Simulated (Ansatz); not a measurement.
Input of the run:

```
crystal:
  lattice:
    - [-1.5153645611, 1.5153645611, 10.7206203508]
    - [1.5153645611, -1.5153645611, 10.7206203508]
    - [1.5153645611, 1.5153645611, -10.7206203508]
  atoms:
    - { symbol: Mg, position: [0.5995578377, 0.5995578377, 0.0] }
    - { symbol: Mg, position: [0.0, 0.0, 0.0] }
    - { symbol: Mg, position: [0.4004421623, 0.4004421623, 0.0] }
    - { symbol: Zn, position: [0.8003084748, 0.8003084748, 0.0] }
    - { symbol: Zn, position: [0.1996915252, 0.1996915252, 0.0] }
    - { symbol: O, position: [0.5, 0.5, 0.0] }
    - { symbol: O, position: [0.9015714542, 0.9015714542, 0.0] }
    - { symbol: O, position: [0.3011547952, 0.3011547952, 0.0] }
    - { symbol: O, position: [0.6988452048, 0.6988452048, 0.0] }
    - { symbol: O, position: [0.0984285458, 0.0984285458, 0.0] }
basis:
  ecutwfc: 420
kpoints:
  mp_grid: { grid: [12, 12, 12] }
  band_path:
    path:
      - [[0.0, 0.0, 0.0], [0.0, 0.0, 0.5], [0.25, 0.25, 0.25], [0.0, 0.5, 0.0], [0.0, 0.0, 0.0], [0.5, 0.5, -0.5], [0.25499499, 0.74500501, -0.25499499]]
      - [[-0.25499499, 0.25499499, 0.25499499], [0.0, 0.0, 0.0]]
      - [[0.0, 0.0, 0.5], [-0.00998998, 0.00998998, 0.5]]
      - [[0.5, 0.5, -0.00998998], [0.5, 0.5, -0.5]]
    npoints: 14
hamiltonian:
  xc: pbe
scf:
  occupations: { method: gaussian, width: 0.02 }
  n_extra_bands: 25
output:
  forces: true
  stress: true
  eigenvalues: true
  populations: true
  dos: { projected: true, de: 0.02, nscf_kmesh: { grid: [18, 18, 18] } }
  bader: true
  write_density: true
  write_potential: true
  elf: true
  volumetric_format: npy
```

Launched with:
```bash
ansatz run input.yaml --threads 4 --pin off --max-ram 8192MiB --backend cpu --events-out ev --progress --plain --runs-dir out
```

What does the calculation give for the electronic structure? The path is Γ–X–P–N–Γ–M–S|S0–Γ|X–R|G–M.

The material is gapped. The gap along this path is 2.05 eV and indirect, from the valence-band top between S0 and Γ to the conduction-band bottom at Γ; the smallest direct gap is 2.89 eV, at Γ. The top valence band spans 2.1 eV and the lowest conduction band 4.7 eV. The direct gaps are 3.42 eV at M, 2.89 eV at Γ and 7.26 eV at P. By projected weight, the top eV of the valence band is O 2p (85 %) and Zn 3d (15 %).

The structure is an invented one, so it need not be a known or stable phase.

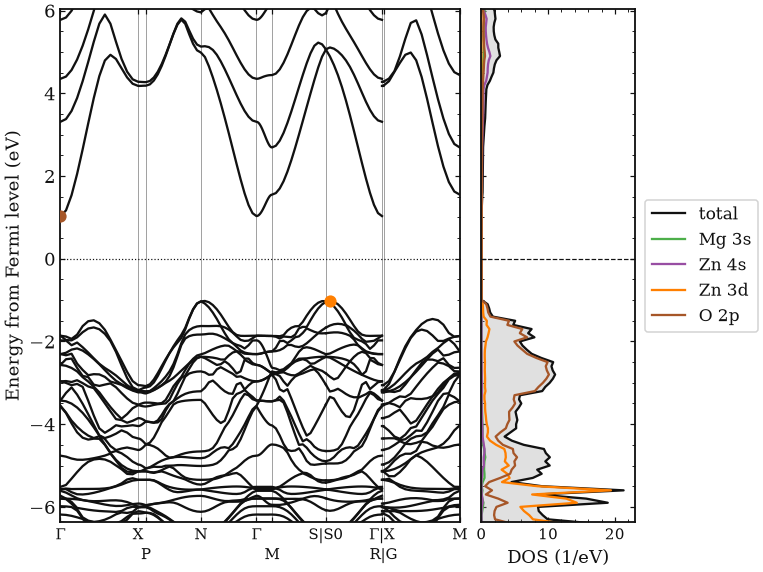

Band structure and density of states. Energies are counted from the Fermi level. The partial curves are projected on Löwdin-orthogonalised atomic shells.
